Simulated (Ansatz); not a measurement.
# Geometry relaxation of PtTe$_{2}$ (part 2 of 3)

The same run, continued: PtTe$_{2}$ (slab, 12 atoms in the cell); DFT PBE, scalar-relativistic, plane waves, PAW, no spin polarisation (Ansatz 0.2.0); cutoff 420 eV, 12×12×1 k-mesh, Gaussian smearing of 0.1 eV. The structure derives from an entry of the Crystallography Open Database.

Geometry of the input (Å; fractional positions):
```
4.0337  0.0000  0.0000
-2.0168  3.4933  0.0000
0.0000  0.0000  62.0070
Te 0.6667  0.3333  0.3538
Pt 0.0000  0.0000  0.3762
Te 0.3333  0.6667  0.3980
Te 0.6667  0.3333  0.4367
Pt 0.0000  0.0000  0.4587
Te 0.3333  0.6667  0.4808
Te 0.6667  0.3333  0.5192
Pt 0.0000  0.0000  0.5413
Te 0.3333  0.6667  0.5633
Te 0.6667  0.3333  0.6020
Pt 0.0000  0.0000  0.6238
Te 0.3333  0.6667  0.6462
```

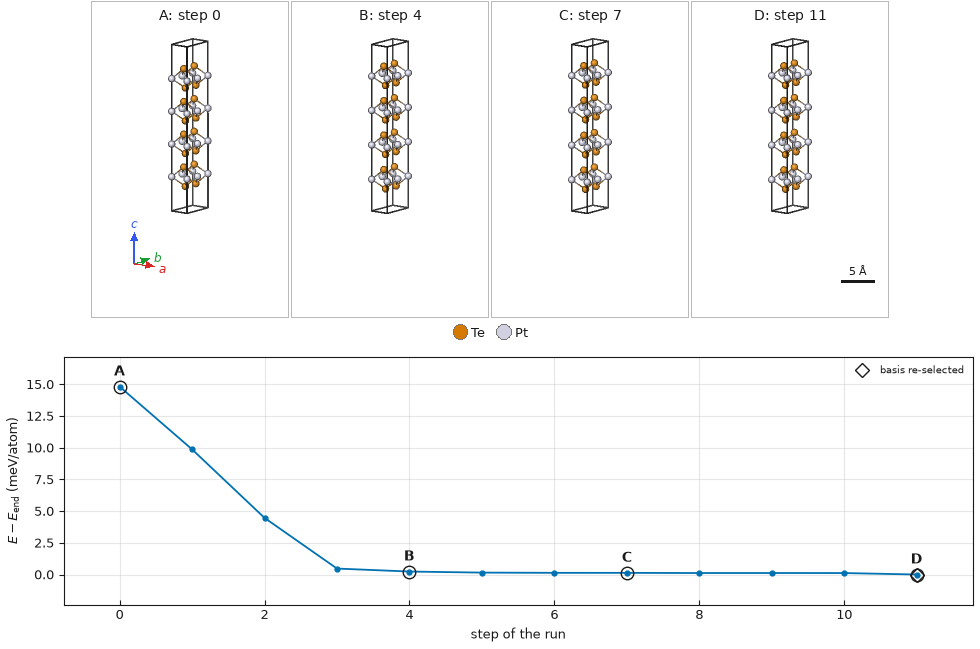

Frames of the relaxation (ball-and-stick view of the 1 × 2 repeat of the cell, with the vacuum cut short, seen slightly off an axis) above the curves, on which the letters mark them (the first geometry is step 0 here and step 1 in the log).

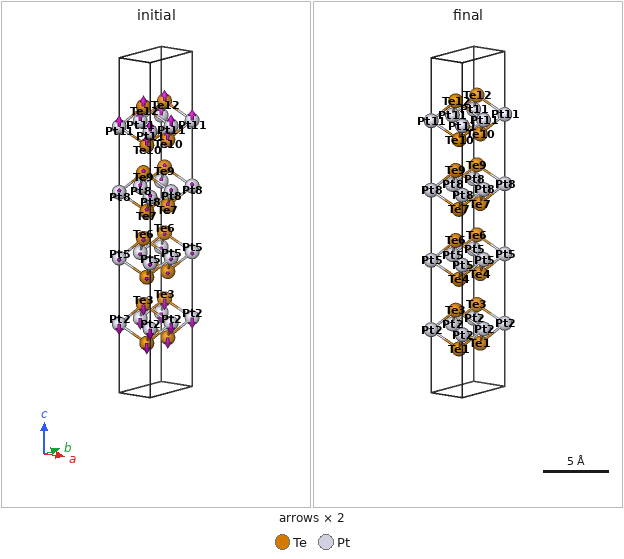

Before (left) and after (right) the relaxation, at one scale (ball-and-stick view of the 1 × 2 repeat of the cell, with the vacuum cut short, seen slightly off an axis). The pink arrows give the displacements (without the part carried along by the change of the cell), magnified 2 times. The largest moves relative to the cell, 0.45 Å, are those of Pt2, Te3, Te10 and Pt11. Largest moves by element: Pt 0.45 Å, Te 0.45 Å. In the plane the drawn cell goes a 4.034 → 4.071 Å (+0.9 %), b 8.067 → 8.143 Å (+0.9 %). Among the contacts that change: Pt5–Te6 2.703 → 2.723 Å, Pt2–Te3 2.692 → 2.712 Å, Pt11–Te12 2.714 → 2.728 Å. Over 10 geometry steps the energy falls by 14.7 meV per atom. The largest force component goes from 0.14 to 0.0023 eV/Å. A last SCF at the same geometry on a re-selected plane-wave basis shifts the energy by −0.1 meV per atom. (Atoms are counted from 1 in the order of the input.)

```
basis re-selected at this cell: Δ(F+E_penalty+E_count) = -1.380e-3 eV, ΔP = -0.008 N/m vs the last step (what re-selecting the basis moved, of the pressure what is left beyond the Pulay correction that the steps carried, after the strain that the cell walked since its last selection, with what the two solves' SCF thresholds leave and, on support functions, any second-order correction that the steps lacked; it is no measure of the basis error at this ecutwfc). The dense FFT grid was sized anew with the basis: this SCF ran on 30×30×432 points, the steps before it on 27×27×432, so part of this shift can come from that change (see relax.cell in the input reference). This SCF's stress stands 3.60e-3 N/m from its target on what of the cell is left free (relax.cell.stress_2d_tol is 2.00e-2 N/m) and its largest allowed force component is 2.29e-3 eV/Å (relax.f_tol is 5.00e-3 eV/Å): within both
WARN: The output density's exchange-correlation potential varies sharply where the density is thin. Do not read a vacuum level from v_tot or v_xc, or from such a field of the output density. On a cell that repeats whose density bears no net charge and no dipole along the vacuum's axis use v_es (v_loc + v_h of the components); under efield.dipole_correction with no amplitude use v_es + v_field, which holds any external_charges[].barrier, or the levels of the report's work_function block, which leave it out; under a non-zero efield.amplitude the vacuum is tilted and has no level; on a cell that repeats and bears such a dipole with no correction it is tilted too, and efield.dipole_correction with no amplitude gives each side of its ramp a level where efield: is served; in a cell that repeats whose density bears a net charge (total_charge, or a fill off its count) it is curved and has none; of a slab under crystal.periodic whose density bears no net charge use v_es, which has a level on each side, short of where the two are joined; of another it falls or rises all the way out and has none; of a slab beside external_charges read slab_vacuum_level instead, which it has where they leave it neutral. The grid or the basis barely resolves most such structure, and the values can differ between equally converged runs; as a rule a tighter scf.convergence.dr2_threshold does not remove it. Where the density itself ripples (under the LDA too) a higher basis.ecutwfc lessens it. The files hold the spikes' plane waves up to the density's cutoff. Files: v_tot_of_output_density and the like, and their columns of v_z.tsv (output.write_potential); v_xc_of_output_density and the like, and their columns of v_comp_z.tsv (output.write_potential_components). Measured: with its Gaussian average of σ = 0.25 Å subtracted twice, the exchange-correlation potential is over 0.1 eV at 12 of the grid points where the equally averaged density (valence and model cores) is under 1e-3 e/Å³, and 0.118 eV at the most among them, at an averaged density of 7.5e-10 e/Å³. See output.write_potential in the manual, Limitations
SCF converged after 7 iterations
Free energy (F): -105936.277826 eV
Harris-Foulkes:  -105936.277826 eV  (|F-HF|=2.10e-9)
Internal energy: -105936.249772 eV  (E = F + TS)
E sigma→0 (E₀):  -105936.263799 eV
Entropy (-TS):   -0.028054 eV (-2.338 meV/atom)
Fermi energy:    -4.374180 eV
--- Per-component energies (eV) ---
  E_band       = -6397.391897
  E_kinetic    = 3995.102271
  E_local      = -2129241.367581  (includes V_loc(G=0)·N_el)
  E_nonlocal   = -1686.394530
  E_hartree    = 1063388.967261
  E_xc         = -2042.170351
  E_vxc        = -2045.459213  (∫ρ·V_xc dr)
  E_paw        = -75116.420149  (= ΣΔE_a)
  E_vpaw       = -4197.207108  (= ΣTr[D̂ρ^β])
  E_aug_tail   = -0.000579  (compensation charges beyond the density's cutoff)
  E_ewald      = 1034766.033886
  E_smearing   = -0.028054  (= −TS)
  E_closure    = -0.000000  (closes the sum)
  Σ components = -105936.277826   (vs F -105936.277826, Δ=0.00e0)
--- Forces (eV/Å), atoms counted from 1 ---
  atom   1  Te     0.00000000    -0.00000000     0.00229377
  atom   2  Pt     0.00000000    -0.00000000    -0.00189878
  atom   3  Te    -0.00000000    -0.00000000    -0.00073661
  atom   4  Te     0.00000000     0.00000000     0.00143843
  atom   5  Pt     0.00000000    -0.00000000    -0.00018681
  atom   6  Te    -0.00000000    -0.00000000    -0.00164359
  atom   7  Te     0.00000000     0.00000000     0.00164359
  atom   8  Pt    -0.00000000     0.00000000     0.00018681
  atom   9  Te    -0.00000000    -0.00000000    -0.00143843
  atom  10  Te     0.00000000     0.00000000     0.00073661
  atom  11  Pt    -0.00000000     0.00000000     0.00189878
  atom  12  Te    -0.00000000     0.00000000    -0.00229377
  max |Σ_I F_I| component: 7.95e-19 eV/Å
--- 2D stress c σ (N/m, compression-positive) ---
        0.003600       0.000000       0.000000
       -0.000000       0.003600      -0.000000
        0.000000      -0.000000       0.000000
  P = ½ c Tr σ = 0.0036 N/m
--- Band table (eV; the first three rows and the last of 19) ---
  k-point 0: bands = ["-103.4766", "-103.4766", "-103.4499", "-103.4499", "-57.7248", "-57.7248", "-57.7248", "-57.7248", "-57.6999", "-57.6999", "-57.6999", "-57.6999", "-57.6338", "-57.6338", "-57.6195", "-57.6195", "-41.8864", "-41.8864", "-41.8864", "-41.8864", "-41.8843", "-41.8843", "-41.8779", "-41.8779", "-41.8779", "-41.8779", "-41.8697", "-41.8697", "-41.8687", "-41.8687", "-41.8680", "-41.8680", "-41.8648", "-41.8648", "-41.8636", "-41.8636", "-41.8622", "-41.8622", "-41.8591", "-41.8579", "-41.8573", "-41.8573", "-41.8537", "-41.8537", "-41.8533", "-41.8533", "-41.6851", "-41.6851", "-41.6851", "-41.6851", "-41.6496", "-41.6496", "-41.6496", "-41.6496", "-41.6365", "-41.6365", "-17.9763", "-17.8269", "-17.5876", "-17.4105", "-16.2589", "-15.8644", "-15.4597", "-15.1893", "-10.6153", "-10.1437", "-9.8643", "-9.8643", "-9.8428", "-9.8428", "-9.8178", "-9.8178", "-9.8081", "-9.8081", "-9.5368", "-9.0787", "-8.0403", "-8.0403", "-8.0336", "-8.0336", "-8.0254", "-8.0254", "-8.0213", "-8.0213", "-6.9879", "-6.9219", "-6.8144", "-6.3384", "-6.1297", "-5.3333", "-5.3333", "-5.1816", "-5.1737", "-5.1737", "-4.9771", "-4.9771", "-4.8760", "-4.8760", "-4.3003", "-3.5351", "-3.1442", "-3.1442", "-2.8663", "-2.8663", "-2.5644", "-2.5644", "-2.3786", "-2.3786", "-1.3365 (-1.3365°)", "-1.1048 (-1.1048°)", "-0.8251 (-0.8255°)", "-0.7529 (-0.7535°)", "-0.5049 (-0.5061°)", "-0.3394 (-0.3394°)", "-0.0831 (-0.1018°)", "0.1830", "0.4817", "0.7785", "0.9136", "0.9136"]
  k-point 1: bands = ["-103.4766", "-103.4766", "-103.4499", "-103.4499", "-57.7250", "-57.7250", "-57.7248", "-57.7248", "-57.7001", "-57.7001", "-57.7000", "-57.7000", "-57.6338", "-57.6338", "-57.6195", "-57.6195", "-41.8865", "-41.8864", "-41.8864", "-41.8864", "-41.8842", "-41.8842", "-41.8779", "-41.8779", "-41.8777", "-41.8777", "-41.8697", "-41.8697", "-41.8689", "-41.8686", "-41.8678", "-41.8677", "-41.8650", "-41.8647", "-41.8637", "-41.8634", "-41.8625", "-41.8620", "-41.8586", "-41.8582", "-41.8571", "-41.8569", "-41.8540", "-41.8538", "-41.8533", "-41.8531", "-41.6851", "-41.6851", "-41.6849", "-41.6849", "-41.6497", "-41.6497", "-41.6496", "-41.6496", "-41.6364", "-41.6364", "-17.9049", "-17.7567", "-17.5182", "-17.3407", "-16.2367", "-15.8532", "-15.4663", "-15.2121", "-10.5573", "-10.1917", "-9.9539", "-9.8432", "-9.8316", "-9.8312", "-9.8078", "-9.7797", "-9.7678", "-9.7377", "-9.3986", "-9.0332", "-8.1217", "-8.1051", "-8.0881", "-8.0872", "-8.0782", "-8.0749", "-8.0605", "-8.0532", "-7.0663", "-6.9930", "-6.8658", "-6.6380", "-6.1386", "-5.7551", "-5.5118", "-5.4029", "-5.2707", "-5.2427", "-5.1872", "-5.0356", "-4.9140", "-4.5885", "-4.1058", "-3.8242", "-3.3635", "-3.2778", "-3.1361", "-3.0502", "-2.9680", "-2.8409", "-2.6364", "-2.4307", "-0.8581 (-0.8582°)", "-0.7310 (-0.7314°)", "-0.5695 (-0.5706°)", "-0.4581 (-0.4590°)", "-0.2174 (-0.2189°)", "-0.0817 (-0.0838°)", "0.0566 (0.0478°)", "0.1725", "0.3267", "0.4315", "0.8138", "0.8208"]
  k-point 2: bands = ["-103.4766", "-103.4766", "-103.4499", "-103.4499", "-57.7255", "-57.7255", "-57.7250", "-57.7250", "-57.7006", "-57.7006", "-57.7001", "-57.7001", "-57.6337", "-57.6337", "-57.6195", "-57.6195", "-41.8866", "-41.8866", "-41.8863", "-41.8863", "-41.8840", "-41.8840", "-41.8779", "-41.8779", "-41.8772", "-41.8772", "-41.8696", "-41.8695", "-41.8691", "-41.8684", "-41.8673", "-41.8673", "-41.8656", "-41.8647", "-41.8638", "-41.8630", "-41.8629", "-41.8615", "-41.8585", "-41.8576", "-41.8566", "-41.8562", "-41.8548", "-41.8538", "-41.8533", "-41.8527", "-41.6851", "-41.6851", "-41.6844", "-41.6844", "-41.6499", "-41.6499", "-41.6496", "-41.6496", "-41.6361", "-41.6361", "-17.6963", "-17.5522", "-17.3171", "-17.1392", "-16.1758", "-15.8250", "-15.4890", "-15.2788", "-10.4087", "-10.2492", "-10.1401", "-9.8200", "-9.7915", "-9.7419", "-9.7124", "-9.6761", "-9.6582", "-9.5033", "-9.1885", "-8.9946", "-8.4368", "-8.3713", "-8.3152", "-8.2871", "-8.1929", "-8.1661", "-8.1383", "-8.1238", "-7.3581", "-7.2957", "-7.2028", "-7.1320", "-6.0792", "-6.0611", "-5.9344", "-5.6416", "-5.4754", "-5.4357", "-5.3829", "-5.2494", "-5.0953", "-5.0430", "-4.6749", "-4.2206", "-3.7666", "-3.6265", "-3.4929", "-3.3500", "-3.1374", "-2.9146", "-2.7554", "-2.5109", "-0.9813 (-0.9813°)", "-0.6233 (-0.6233°)", "-0.3286 (-0.3296°)", "-0.2991 (-0.3009°)", "-0.2186 (-0.2198°)", "-0.0160 (-0.0168°)", "0.3881", "0.6116", "0.7929", "0.9381", "1.0701", "1.1279"]
  k-point 18: bands = ["-103.4766", "-103.4766", "-103.4498", "-103.4498", "-57.7267", "-57.7267", "-57.7267", "-57.7267", "-57.7019", "-57.7019", "-57.7019", "-57.7019", "-57.6335", "-57.6335", "-57.6193", "-57.6193", "-41.8875", "-41.8874", "-41.8855", "-41.8855", "-41.8835", "-41.8835", "-41.8765", "-41.8765", "-41.8761", "-41.8761", "-41.8720", "-41.8697", "-41.8687", "-41.8687", "-41.8670", "-41.8670", "-41.8631", "-41.8631", "-41.8626", "-41.8616", "-41.8611", "-41.8607", "-41.8607", "-41.8554", "-41.8545", "-41.8542", "-41.8542", "-41.8537", "-41.8537", "-41.8518", "-41.6836", "-41.6836", "-41.6833", "-41.6833", "-41.6503", "-41.6503", "-41.6498", "-41.6498", "-41.6347", "-41.6347", "-15.9808", "-15.9808", "-15.9617", "-15.9617", "-15.9315", "-15.9315", "-15.7174", "-15.7174", "-10.6903", "-10.5459", "-10.3390", "-10.2005", "-10.0448", "-10.0448", "-9.9234", "-9.9234", "-9.7507", "-9.7507", "-9.5656", "-9.5656", "-8.5425", "-8.5425", "-8.4612", "-8.4612", "-8.3915", "-8.3915", "-8.3496", "-8.3496", "-8.0097", "-7.8785", "-7.8717", "-7.7943", "-7.7796", "-7.4898", "-7.0063", "-6.8904", "-6.8904", "-6.7236", "-6.7236", "-6.6515", "-6.4718", "-6.4718", "-6.2340", "-6.2340", "-4.4427", "-4.4427", "-3.9110", "-3.9110", "-3.1840", "-3.1840", "-2.5520", "-2.5520", "-1.4654", "-0.8109", "0.0222", "0.7697", "1.7931", "1.7931", "2.2213", "2.2753", "2.2753", "2.3052", "2.3938", "2.4784"]
  ° read free of the cell's end (the report's vacuum.weakly_bound_levels)
--- Relaxed structure (11 steps of the walk, 11 accepted, 1 SCFs on fresh bases) ---
  F+E_penalty+E_count = -105936.27782615 eV   max|allowed force component| = 2.294e-3 eV/Å   (the final SCF, on the basis selected at the relaxed cell)
  cell:  # Å, volume = 890.1474 Å³
    - [4.0714146326786285, 2.913760586715074e-11, -1.0639513110359475e-129]
    - [-2.0357073163645483, 3.525948501224813, 8.354601289917055e-129]
    - [-1.6355474841383615e-128, 1.3885557409206892e-127, 62.006987826]
  atoms:
    - { symbol: Te, position: [0.6666666666666665, 0.33333333333333326, 0.34667253335064846] }
    - { symbol: Pt, position: [-6.710503691682733e-34, -4.2613116237162395e-34, 0.368994741221917] }
    - { symbol: Te, position: [0.3333333333333333, 0.6666666666666666, 0.39079505078472904] }
    - { symbol: Te, position: [0.6666666666666665, 0.33333333333333326, 0.433984195957751] }
    - { symbol: Pt, position: [-3.8356341266728915e-34, 8.511137232416675e-34, 0.45604039309906674] }
    - { symbol: Te, position: [0.3333333333333333, 0.6666666666666666, 0.47820176052272495] }
    - { symbol: Te, position: [0.6666666666666665, 0.33333333333333326, 0.5217982394772753] }
    - { symbol: Pt, position: [2.286356426149684e-34, -8.35033302018607e-34, 0.5439596069009333] }
    - { symbol: Te, position: [0.3333333333333333, 0.6666666666666666, 0.5660158040422489] }
    - { symbol: Te, position: [0.6666666666666665, 0.33333333333333326, 0.609204949215271] }
    - { symbol: Pt, position: [4.023676489526504e-34, 5.1112767454611025e-34, 0.6310052587780829] }
    - { symbol: Te, position: [0.3333333333333333, 0.6666666666666666, 0.6533274666493516] }
```

Trajectory as extended XYZ (Å, eV, eV/Å), 12 frames, from step=1 to step=12
```
12
Lattice="4.0337 0.0000 0.0000 -2.0168 3.4933 0.0000 0.0000 0.0000 62.0070" Properties=species:S:1:pos:R:3:forces:R:3 step=1 energy=-105936.09999
Te    2.0168    1.1644   21.9358    0.0000   0.0000  -0.1377
Pt    0.0000    0.0000   23.3300    0.0000   0.0000  -0.1112
Te    0.0000    2.3288   24.6805    0.0000   0.0000  -0.0806
Te    2.0168    1.1644   27.0759    0.0000   0.0000   0.0120
Pt    0.0000    0.0000   28.4423    0.0000   0.0000  -0.0040
Te    0.0000    2.3288   29.8147    0.0000   0.0000  -0.0251
Te    2.0168    1.1644   32.1922    0.0000   0.0000   0.0251
Pt    0.0000    0.0000   33.5647    0.0000   0.0000   0.0040
Te    0.0000    2.3288   34.9311    0.0000   0.0000  -0.0120
Te    2.0168    1.1644   37.3264    0.0000   0.0000   0.0806
Pt    0.0000    0.0000   38.6770    0.0000   0.0000   0.1112
Te    0.0000    2.3288   40.0712    0.0000   0.0000   0.1377
```
